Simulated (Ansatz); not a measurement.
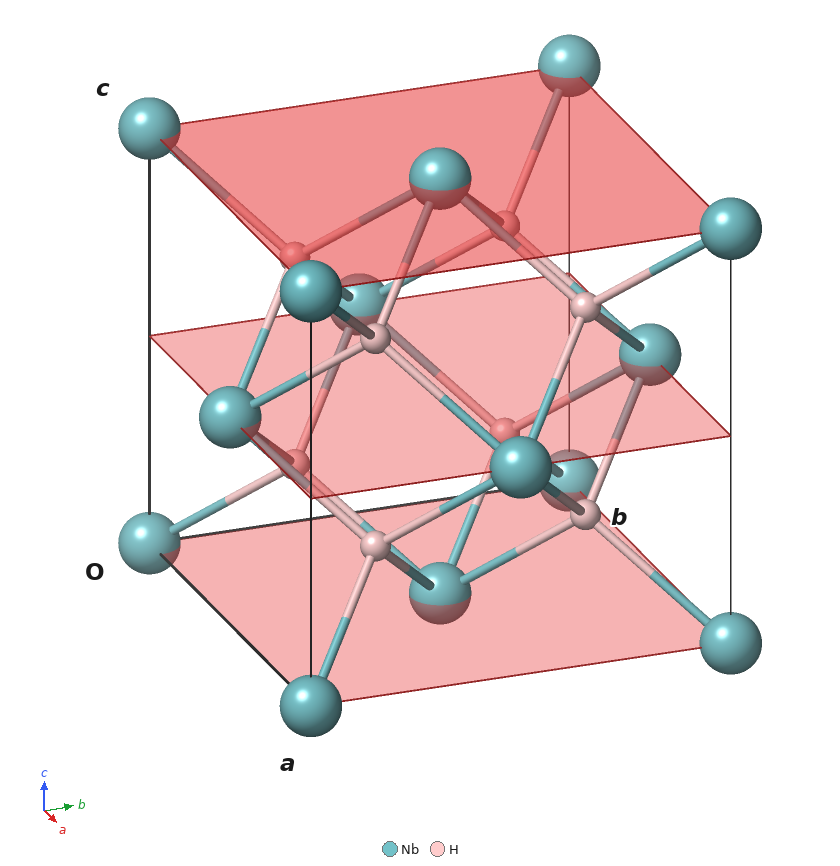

Crystal: NbH2, a calculation's input that goes back to an entry of the Crystallography Open Database (an earlier step may have relaxed or displaced it). Every member of one family of equally spaced planes, hx + ky + lz = a whole number, that cuts the unit cell is shaded (one member passes through the origin O). All values are computed from the atomic coordinates in the standard setting (tolerance 0.002 Å).

a = 4.563 Å, b = 4.563 Å, c = 4.563 Å, α = 90.00°, β = 90.00°, γ = 90.00°.

### Which (hkl) family is drawn?

(0 0 2); the opposite sign names the same planes. The member next to the origin meets the axes a never, b never, c at 1/2.

### What is the spacing?

d = 2.281 Å.

### Which atoms of the cell lie in these planes (within 0.03 Å)?

all 4 Nb.
